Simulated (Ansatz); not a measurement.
AlNi3

Input

```
crystal:
  lattice:
    - [0.0, 2.7984078661, 2.7984078661]
    - [2.7984078661, 0.0, 2.7984078661]
    - [2.7984078661, 2.7984078661, 0.0]
  atoms:
    - { symbol: Al, position: [0.5, 0.5, 0.5] }
    - { symbol: Ni, position: [0.25, 0.25, 0.25] }
    - { symbol: Ni, position: [0.0, 0.0, 0.0] }
    - { symbol: Ni, position: [0.75, 0.75, 0.75] }
basis:
  ecutwfc: 420
kpoints:
  mp_grid: { grid: [14, 14, 14] }
  band_path:
    path:
      - [[0.0, 0.0, 0.0], [0.5, 0.0, 0.5], [0.625, 0.25, 0.625]]
      - [[0.375, 0.375, 0.75], [0.0, 0.0, 0.0], [0.5, 0.5, 0.5], [0.5, 0.25, 0.75], [0.5, 0.0, 0.5]]
    npoints: 14
hamiltonian:
  xc: pbesol
scf:
  occupations: { method: gaussian, width: 0.1 }
  n_extra_bands: 10
output:
  forces: true
  stress: true
  eigenvalues: true
  populations: true
  dos: { projected: true, de: 0.02, nscf_kmesh: { grid: [21, 21, 21] } }
  bader: true
  write_density: true
  write_potential: true
  elf: true
  volumetric_format: npy
```

Command:

```sh
ansatz run input.yaml --threads 1 --pin off --max-ram 2560MiB --backend cpu --events-out ev --progress --plain --runs-dir out
```

Below, planes, directions and counts refer to the conventional cell (a = 5.60 Å, b = 5.60 Å, c = 5.60 Å, α = 90.00°, β = 90.00°, γ = 90.00°).

Space group Fm-3m; a structure from a database of computed crystals, not necessarily the ambient phase; computed without spin polarisation.

Level of theory: DFT PBEsol, scalar-relativistic, plane waves, PAW in Ansatz 0.2.0.

Q: What will maps of the valence pseudo-density and electron localisation function show?

A: Ni–Ni (2.42 Å): ρ at the midpoint is about 0.36 e/Å³; the ELF is about 0.25 at the midpoint (no localised pair shows between them).
Al–Ni (2.42 Å): ρ at the midpoint is about 0.32 e/Å³; the ELF is about 0.40 at the midpoint.
Bader's partition of the density gives Al +1.85 and Ni −0.81 to −0.22 e.

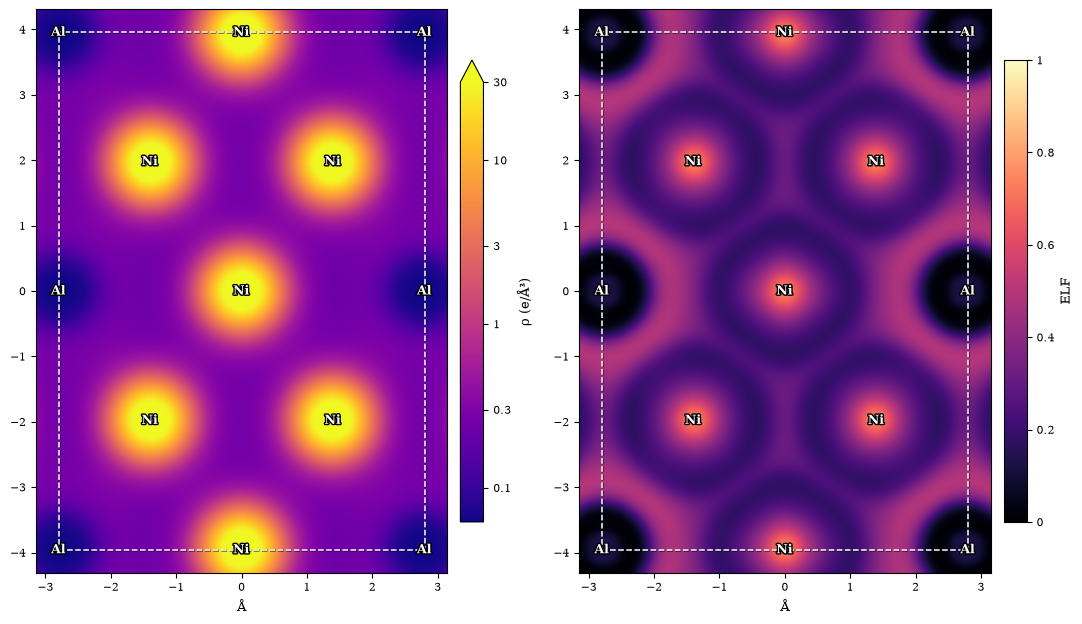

Computed valence pseudo-density and electron localisation function on the (101) plane of the conventional cell, in this order. 

In a PAW calculation such maps are meaningful between the atoms, not at the nuclei.
